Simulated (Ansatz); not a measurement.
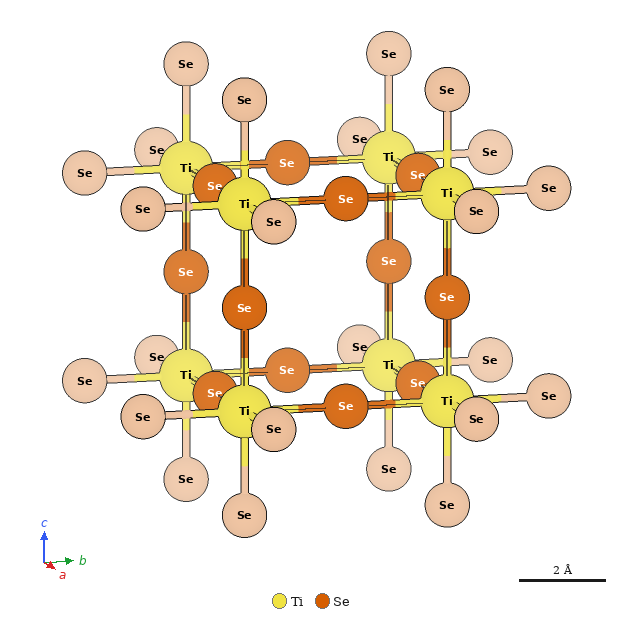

This ball-and-stick model is shown slightly off an axis. The edges of the conventional unit cell are marked. Atoms of adjacent cells appear where they bond to atoms in the box, in fainter colours. Cell: a = 4.95 Å, b = 4.95 Å, c = 4.95 Å, α = 90.00°, β = 90.00°, γ = 90.00°.

Its origin is a random cell made by a generator, so it need not be a real form of the compound. Earlier steps of the study, as a rule a relaxation of our own, may have changed the cell and positions, so they can lie some per cent off the listed ones. It went into a calculation with Ansatz.

Caption:

It has the composition TiSe₃. The structure has Pm-3m (No. 221) symmetry and a primitive cubic lattice. The structure is of the kind named ReO₃ type. The cell has 4 atoms, namely 1 Ti, 3 Se. Around each Ti lie six Se in an octahedral arrangement at about 2.5 Å. About every Se there are two Ti in a linear arrangement at about 2.5 Å. The bonds build a three-dimensional framework.

Method used: DFT PBE, scalar-relativistic, plane waves, PAW (Ansatz). It ran with plane-wave cutoff 420 eV, 10×10×10 k-mesh, Gaussian smearing of 0.1 eV, no spin polarisation.

Does it come out as a metal, or with a gap?

A metal: bands cross the Fermi level.

What does a Bader analysis give?

Ti +1.56 e; Se -0.52 e.

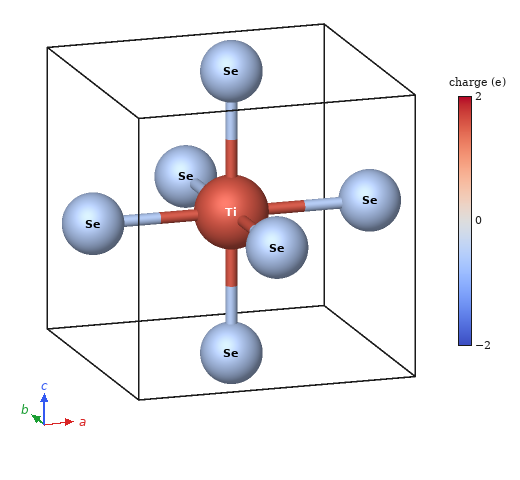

The atoms coloured by those charges. The run's cell of 4 atoms is drawn, so axes and origin can differ from the first picture.

Are forces and stress small enough to call this relaxed?

Yes. All forces vanish to within 0.01 eV/Å. The pressure is 0.0 GPa, close to zero.
